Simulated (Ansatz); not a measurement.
# Geometry relaxation, with input and output: Al

The run: geometry relaxation of Al (defect cell, 26 atoms in the cell). Method and program: DFT, PBE, plane waves, PAW, no spin polarisation (Ansatz 0.2.0).

The structure derives from a Materials Project entry. The run did not end well. It belongs to a series of runs on one base structure; here: Al vacancy (site a), charge +0, atoms relaxed at the host's cell.

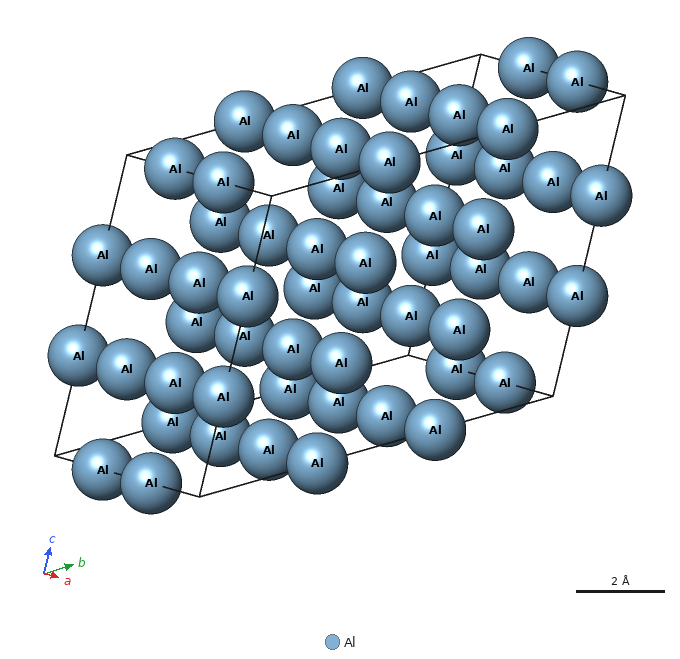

Figure 1. The input geometry (spheres-only view of the cell of the calculation, seen slightly off an axis).

### What the run reported

| quantity | value |
| --- | --- |
| outcome | not converged |
| hardware | 4 threads of Intel Xeon (Granite Rapids), 32 GiB of memory available, shared host |
| wall time | 3 s (CPU time 11 s) |
| peak memory | 1.2 GiB |

### What went wrong

Settings chosen away from the usual ones: Al vacancy (site a), charge +0, atoms relaxed at the host's cell. The run did not converge: “geometry relaxation did not converge after 1 steps: max|allowed force component| = 8.37e-2 eV/Å (threshold 2.5e-2). Raise `relax.max_steps` over both its present limit and 1, loosen `relax.f_tol`, or start from a geometry closer to equilibrium …” Its last values are not results.

### Input file
```yaml
crystal:
  lattice:
    - [-6.062431381, 6.062431381, 0.0]
    - [-6.062431381, 0.0, 6.062431381]
    - [0.0, 6.062431381, 6.062431381]
  atoms:
    - { symbol: Al, position: [0.3333333333, 0.0, 0.0] }
    - { symbol: Al, position: [0.0, 0.3333333333, 0.0] }
    - { symbol: Al, position: [0.0, 0.0, 0.3333333333] }
    - { symbol: Al, position: [0.6666666667, 0.0, 0.0] }
    - { symbol: Al, position: [0.3333333333, 0.3333333333, 0.0] }
    - { symbol: Al, position: [0.3333333333, 0.0, 0.3333333333] }
    - { symbol: Al, position: [0.0, 0.6666666667, 0.0] }
    - { symbol: Al, position: [0.0, 0.3333333333, 0.3333333333] }
    - { symbol: Al, position: [0.0, 0.0, 0.6666666667] }
    - { symbol: Al, position: [0.6666666667, 0.3333333333, 0.0] }
    - { symbol: Al, position: [0.6666666667, 0.0, 0.3333333333] }
    - { symbol: Al, position: [0.3333333333, 0.6666666667, 0.0] }
    - { symbol: Al, position: [0.3333333333, 0.3333333333, 0.3333333333] }
    - { symbol: Al, position: [0.3333333333, 0.0, 0.6666666667] }
    - { symbol: Al, position: [0.0, 0.6666666667, 0.3333333333] }
    - { symbol: Al, position: [0.0, 0.3333333333, 0.6666666667] }
    - { symbol: Al, position: [0.6666666667, 0.6666666667, 0.0] }
    - { symbol: Al, position: [0.6666666667, 0.3333333333, 0.3333333333] }
    - { symbol: Al, position: [0.6666666667, 0.0, 0.6666666667] }
    - { symbol: Al, position: [0.3333333333, 0.6666666667, 0.3333333333] }
    - { symbol: Al, position: [0.3333333333, 0.3333333333, 0.6666666667] }
    - { symbol: Al, position: [0.0, 0.6666666667, 0.6666666667] }
    - { symbol: Al, position: [0.6666666667, 0.6666666667, 0.3333333333] }
    - { symbol: Al, position: [0.6666666667, 0.3333333333, 0.6666666667] }
    - { symbol: Al, position: [0.3333333333, 0.6666666667, 0.6666666667] }
    - { symbol: Al, position: [0.6666666667, 0.6666666667, 0.6666666667] }
basis:
  ecutwfc: 420
  xc_grid: 2
kpoints:
  mp_grid: { grid: [4, 4, 4], shift: [0.0, 0.0, 0.0] }
hamiltonian:
  xc: pbe
scf:
  occupations: { method: gaussian, width: 0.1 }
output:
  forces: true
  stress: false
  eigenvalues: true
  write_density: true
  write_potential: true
  elf: true
  volumetric_format: npy
relax:
  adjacent_minimum: "off"
  f_tol: 0.025
  max_steps: 1
```

Run as:
```bash
ansatz run input.yaml --threads 4 --pin off --max-ram 8192MiB --backend cpu --events-out ev --progress --plain --runs-dir out
```

### What the program printed
```
Engine: ansatz 0.2.0, x86_64-unknown-linux-gnu
Pseudopotentials: kind: paw
Pseudopotential: Al, paw, valence charge 3, recommended cutoff 420 eV (normal), Al.paw.azcp
Functional definition: PBE
  parameter kappa = 0.804
  parameter beta = 0.06672455060314922
  exchange = pbe_x(kappa = kappa, mu = beta*pi^2/3)
  correlation = pbe_c(beta = beta)
Crystal: 26 atoms, lattice volume = 445.626 Å³
Basis set: ecut = 420 eV, 8657 PW (Γ), exchange–correlation on 120×120×120 points (8 copies of the dense FFT grid, shifted against one another)
Bands: 65, of which v1, the nominal top of the filled ones, is band 39 counted from 1 (38 counted from 0)
Symmetry: 48 space group operations
Space group: Fm-3m (ITA 225), of the structure as read, at distance tolerance 7.6e-5 Å
k-points: 8 of 64
Non-local potential: Al, projectors of the file, l = 0: 2, l = 1: 2, l = 2: 1
PAW form: soft (Blöchl's): semilocal exchange-correlation on the pseudo side does not see the compensation charge
PAW one-centre angular grid: Al, 110 points (default); XC on 64 Gauss nodes
Initial density: superposition of atomic densities (neutral atoms: chi_scale 0, normalization atom), corrected by the library's trained network
Initial wavefunctions: pseudopotential atomic-orbital guess
Functional: x = pbe(κ = 0.804, μ = 0.2195149727645171), c = pbe(β = 0.06672455060314922)
SCF iter   1: F=—  HF=-13974.360505 eV  |F-HF|=—  |Δ(HF+E_count)|=         —  Δρ=1.15e-3  dr2=1.50e-2  ethr=1.77e-3  ⟨swp⟩=6.9  Hψ=2566  notcnv=0  defer=5
preconditioner: auto → Kerker (q_TF=auto, 2.041 Å⁻¹)  [metal: Δε(μ)=0.043 eV  Ē_g=6.610 eV  σ=0.100 eV  W_gap=0.23  n_scr=58 (ndim 8)  ℏωp=15.5 eV  f_vac=0.000  D(μ)=8.93/eV (n_scr^D=58)]
SCF iter   2: F=—  HF=-13974.358842 eV  |F-HF|=—  |Δ(HF+E_count)|=   1.66e-3  Δρ=6.95e-4  dr2=4.57e-3  ethr=1.92e-5  ⟨swp⟩=2.0  Hψ=899  notcnv=0  defer=7
SCF iter   3: F=—  HF=-13974.358603 eV  |F-HF|=—  |Δ(HF+E_count)|=   2.40e-4  Δρ=9.26e-5  dr2=9.05e-5  ethr=5.86e-6  ⟨swp⟩=2.1  Hψ=641  notcnv=0  defer=7
SCF iter   4: F=—  HF=-13974.359262 eV  |F-HF|=—  |Δ(HF+E_count)|=   6.59e-4  Δρ=3.63e-5  dr2=1.83e-5  ethr=1.16e-7  ⟨swp⟩=2.0  Hψ=646  notcnv=0  defer=7
SCF iter   5: F=—  HF=-13974.359268 eV  |F-HF|=—  |Δ(HF+E_count)|=   6.57e-6  Δρ=1.05e-5  dr2=1.59e-6  ethr=2.34e-8  ⟨swp⟩=2.0  Hψ=664  notcnv=0  defer=7
SCF iter   6: F=-13974.359269 eV  HF=-13974.359269 eV  |F-HF|=1.38e-8  |Δ(HF+E_count)|=   4.87e-7  Δρ=2.81e-6  dr2=7.84e-8  ethr=1.28e-10  ⟨swp⟩=20.0  Hψ=4221  notcnv=0
SCF 1 converged in 6 iterations: F = -13974.359269 eV  dr2 = 7.84e-8
  greatest PAW one-centre occupation: 0.450 electrons in one spin orbital (limit 2), on the Al atom at site 11 (counted from 0), in its partial waves of l = 0
relax step   1: F+E_penalty+E_count = -13974.35926872 eV  Δ(F+E_penalty+E_count) = +0.000e0 eV  max|allowed force component| = 8.373e-2 eV/Å  Δτ_max = 0.0000 Å  (6 SCF iters, accepted)
```

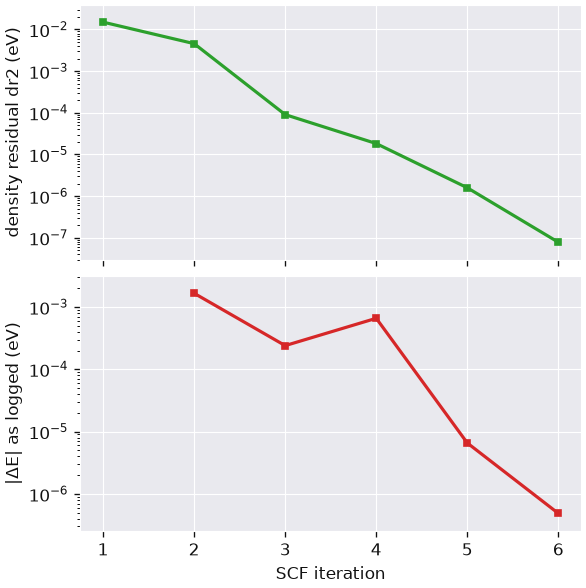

Figure 2. Convergence of the self-consistent field: density residual dr2 and size of the energy change against the SCF iteration. The residual is still falling at the last step (down to 8 × 10⁻⁸), so the run was stopped before it got there.

```
Step failed. What follows is not a result of the run: it is the report of the last solve that finished, which converged after 6 SCF iterations.
Free energy (F): -13974.359269 eV
Harris-Foulkes:  -13974.359269 eV  (|F-HF|=1.38e-8)
Internal energy: -13974.313422 eV  (E = F + TS)
E sigma→0 (E₀):  -13974.336345 eV
Entropy (-TS):   -0.045847 eV (-1.763 meV/atom)
Fermi energy:    7.430569 eV
--- Per-component energies (eV) ---
  E_band       = 246.238581
  E_kinetic    = 584.786542
  E_local      = 192.370090  (includes V_loc(G=0)·N_el)
  E_nonlocal   = 269.203728
  E_hartree    = 21.414647
  E_xc         = -1029.314887
  E_vxc        = -747.917313  (∫ρ·V_xc dr)
  E_paw        = -12150.569079  (= ΣΔE_a)
  E_vpaw       = -95.034979  (= ΣTr[D̂ρ^β])
  E_aug_tail   = -0.000058  (compensation charges beyond the density's cutoff)
  E_ewald      = -1862.204405
  E_smearing   = -0.045847  (= −TS)
  E_closure    = 0.000000  (closes the sum)
  Σ components = -13974.359269   (vs F -13974.359269, Δ=0.00e0)
--- Forces (eV/Å), atoms counted from 1 ---
  atom   1  Al     0.08373373    -0.08373373     0.00000000
  atom   2  Al     0.08373373    -0.00000000    -0.08373373
  atom   3  Al    -0.00000000    -0.08373373    -0.08373373
  atom   4  Al    -0.08373373     0.08373373    -0.00000000
  atom   5  Al    -0.01472867    -0.01472867    -0.01472867
  atom   6  Al     0.01472867     0.01472867    -0.01472867
  atom   7  Al    -0.08373373     0.00000000     0.08373373
  atom   8  Al     0.01472867    -0.01472867     0.01472867
  atom   9  Al     0.00000000     0.08373373     0.08373373
  atom  10  Al     0.00000000     0.08373373    -0.08373373
  atom  11  Al    -0.08373373     0.00000000    -0.08373373
  atom  12  Al    -0.00000000    -0.08373373     0.08373373
  atom  13  Al    -0.01472867     0.01472867     0.01472867
  atom  14  Al     0.08373373    -0.00000000     0.08373373
  atom  15  Al    -0.08373373    -0.08373373    -0.00000000
  atom  16  Al     0.08373373     0.08373373     0.00000000
  atom  17  Al     0.01472867     0.01472867     0.01472867
  atom  18  Al     0.00000000    -0.00000000    -0.04297013
  atom  19  Al    -0.01472867    -0.01472867     0.01472867
  atom  20  Al     0.00000000    -0.04297013    -0.00000000
  atom  21  Al     0.04297013    -0.00000000    -0.00000000
  atom  22  Al    -0.01472867     0.01472867    -0.01472867
  atom  23  Al    -0.04297013     0.00000000    -0.00000000
  atom  24  Al     0.00000000     0.04297013    -0.00000000
  atom  25  Al     0.00000000    -0.00000000     0.04297013
  atom  26  Al     0.01472867    -0.01472867    -0.01472867
  max |Σ_I F_I| component: 9.54e-17 eV/Å
--- Band table (eV; the first three rows and the last of 8) ---
  k-point 0: bands = ["-3.4510", "-0.6212", "-0.5905", "-0.5905", "-0.5905", "-0.4611", "-0.4611", "-0.4611", "-0.1458", "0.4045", "0.4045", "0.5726", "0.5726", "0.5726", "1.5836", "4.2387", "4.2387", "4.2387", "4.2804", "4.2804", "4.3519", "4.3519", "4.3519", "4.6091", "4.6091", "4.6091", "4.9923", "6.4439", "6.4439", "6.4564", "6.4564", "6.4564", "6.4674", "6.6354", "6.6354", "6.6354", "7.1144", "7.1144", "7.1144", "7.9148", "7.9148", "7.9148", "7.9448", "7.9448", "7.9448", "7.9673", "7.9673", "7.9673", "7.9904", "8.1093", "8.2942", "8.2942", "8.2942", "8.3180", "8.3180", "8.7554", "8.7554", "8.7554", "10.3632", "12.1100", "12.1100", "12.1100", "12.1978", "12.1978", "12.3335"]
  k-point 1: bands = ["-3.2678", "-1.7827", "-0.8405", "-0.8405", "-0.7623", "-0.3321", "-0.3321", "-0.1045", "0.1856", "0.1856", "0.5727", "1.1653", "1.6315", "1.6315", "2.2418", "2.5952", "2.5952", "2.9687", "4.4073", "4.4865", "4.4865", "4.6424", "4.6424", "4.8043", "4.9220", "4.9220", "5.0340", "5.6290", "5.7784", "5.8516", "5.8516", "6.0718", "6.0718", "6.3820", "6.3984", "6.3984", "6.6673", "6.9852", "7.0148", "7.0148", "7.5632", "7.5632", "7.6117", "8.2855", "8.2855", "8.3762", "8.9856", "8.9961", "8.9961", "9.0952", "9.1180", "9.1180", "9.6341", "9.6341", "9.6818", "10.0605", "10.0605", "10.3406", "10.5143", "10.5143", "10.8730", "11.3664", "11.3664", "11.6741", "11.7744"]
  k-point 2: bands = ["-2.8122", "-2.5972", "-0.8605", "-0.8504", "-0.8504", "-0.6746", "-0.6746", "-0.2086", "1.1593", "1.1593", "1.2536", "1.2536", "1.2977", "1.7205", "2.9558", "3.0791", "3.0791", "3.1004", "3.1542", "3.1542", "3.6472", "3.8886", "4.7839", "4.9036", "4.9036", "4.9473", "4.9473", "5.0116", "5.1043", "5.1817", "5.1817", "5.5031", "5.5031", "5.8859", "6.8721", "6.9758", "6.9758", "7.2420", "7.2420", "7.4619", "8.6866", "8.6866", "8.7268", "8.8041", "8.8041", "8.8051", "9.2137", "9.2137", "9.2228", "9.2228", "9.3380", "9.5956", "10.5310", "10.5465", "10.5506", "10.5506", "10.6012", "10.6012", "10.6174", "10.7149", "10.7149", "11.0845", "11.0845", "11.1598", "11.2272"]
  k-point 7: bands = ["-2.3306", "-2.2959", "-2.2959", "-1.8543", "-0.3177", "-0.3177", "-0.1657", "0.0818", "1.5769", "1.5861", "1.5861", "1.6573", "1.6765", "1.9335", "1.9335", "2.2938", "3.4188", "3.4560", "3.4826", "3.4826", "3.5806", "3.6012", "3.6012", "3.7121", "3.8972", "3.8972", "4.1704", "4.8036", "5.1262", "5.1262", "6.3497", "6.5341", "6.8349", "6.8349", "7.3216", "7.3282", "7.3515", "7.3515", "7.6165", "7.6873", "7.6873", "7.7526", "8.1561", "8.5375", "8.7973", "8.7973", "8.8399", "8.9716", "9.3797", "9.3797", "9.5935", "9.6438", "10.3048", "10.3048", "10.3795", "10.4476", "10.5769", "10.5769", "10.6975", "10.8636", "10.8995", "10.8995", "11.9045", "11.9110", "12.0831"]
End of that report.
Error: geometry relaxation did not converge after 1 steps: max|allowed force component| = 8.37e-2 eV/Å (threshold 2.5e-2). Raise `relax.max_steps` over both its present limit and 1, loosen `relax.f_tol`, or start from a geometry closer to equilibrium. Where this run's directory can be resumed (`checkpoint.write`), a resume goes on for up to `relax.max_steps` more
```
